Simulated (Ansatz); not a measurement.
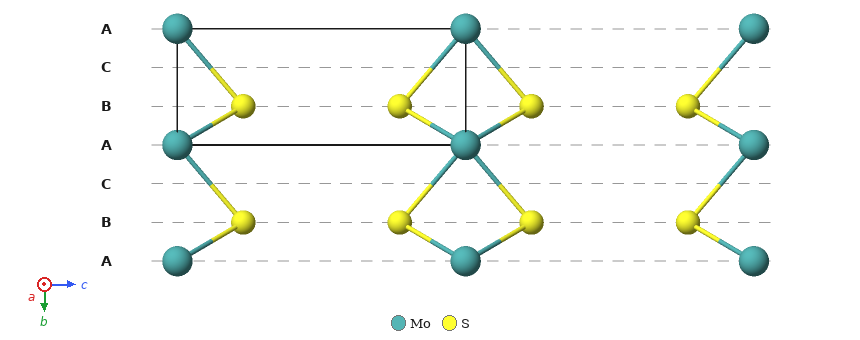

The picture looks along a close-packed row of the hexagonal mesh; c points to the right. The dashed lines mark the three columns A (0, 0), B (1/3, 2/3) and C (2/3, 1/3). The sequence starts with the first layer at or above the cell's origin.

System MoS2 (space group P-6m2, No. 187); source of the atomic positions: the input geometry of an electronic-structure calculation (not necessarily at equilibrium).

> List the layers of one repeat.

Mo(A) – S(B) – S(B) (three layers in 6.81 Å).

> How are the S layers alone stacked?

S layers alone: BB, a sequence in which some neighbouring layers lie directly above each other.

> Which positions between or in the S layers do the other atoms fill?

Mo: one trigonal-prismatic site, counted in one hexagonal cell. One of the two gaps between S layers is empty, 3.70 Å wide.

> What short polytype symbol fits?

Polytype symbol 1H, the symbol of a layered MX2 polytype (number of slabs in the repeat and lattice).

Heights of the layers:

| layer | atoms (column) | height (Å) | to next (Å) |
| --- | --- | --- | --- |
| 1 | Mo(A) | 0.00 | 1.56 |
| 2 | S(B) | 1.56 | 3.70 |
| 3 | S(B) | 5.25 | 1.56 |
